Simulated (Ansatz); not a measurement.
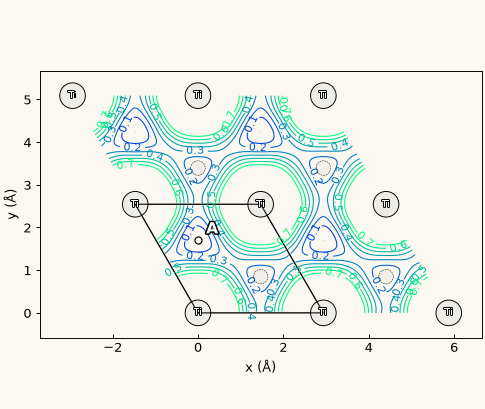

S on a Ti(001) slab cut from the P6_3/mmc phase, its upper half relaxed before the scan (5 atoms of substrate and one adsorbate in a 1 × 1 cell). 
- S is moved over the surface cell; relaxed at each place: the height of the adsorbate's atoms; substrate rigid; the origin of the map has the adsorbate above Ti5.
- Places are given modulo a cell vector. The map is drawn in real space over the plane of the surface.
- The scan uses a 6 × 6 grid; 10 points were computed and 26 follow by symmetry.
- Energies are in eV, from the lowest grid point.
- With one adsorbate in each 1 × 1 cell, its nearest image is 2.9 Å away, so neighbouring adsorbates interact.
- Method: DFT PBE, scalar-relativistic, plane waves, PAW (Ansatz 0.2.0). Settings: cutoff 420 eV, k-mesh 9×9×1, gaussian smearing 0.1 eV, no spin polarisation.

The picture shows contour lines labelled in eV (none above 0.7), labelled circles for the atoms of the top layer and small ones for the second layer, the outline of one cell of the 2 × 2 shown, the point A. Between grid points the surface is interpolated.

What is the easiest way out of the well at A, and how high is the barrier?

The easiest path leads from the well at a threefold hollow, (2/6, 4/6) of the cell vectors to the well at a threefold hollow over a second-layer Ti atom, (4/6, 2/6) of the cell vectors, about 0.12 eV higher. Its highest point lies about 0.28 eV above the bottom of the first well on the interpolated surface, at about (0.52, 0.05) of the cell vectors. Seen from the upper well the barrier is about 0.15 eV. This is the barrier on the constrained surface; relaxing the other coordinates would change it.

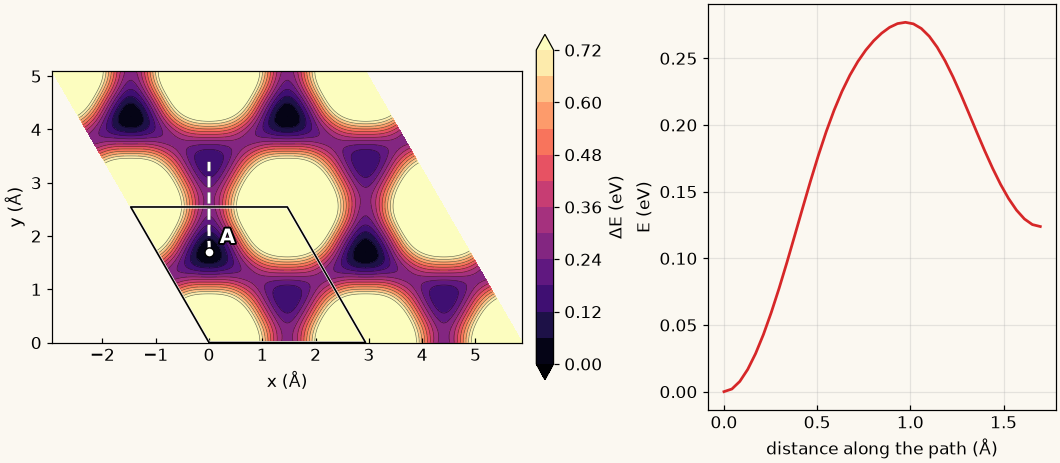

Drawn: filled contours, a line along the lowest path, the outline of one cell of the 2 × 2 shown, one colour for all values above the top of the scale, the energy along the path at the right. Between grid points the surface is interpolated.

PAW datasets: the set soft_1.
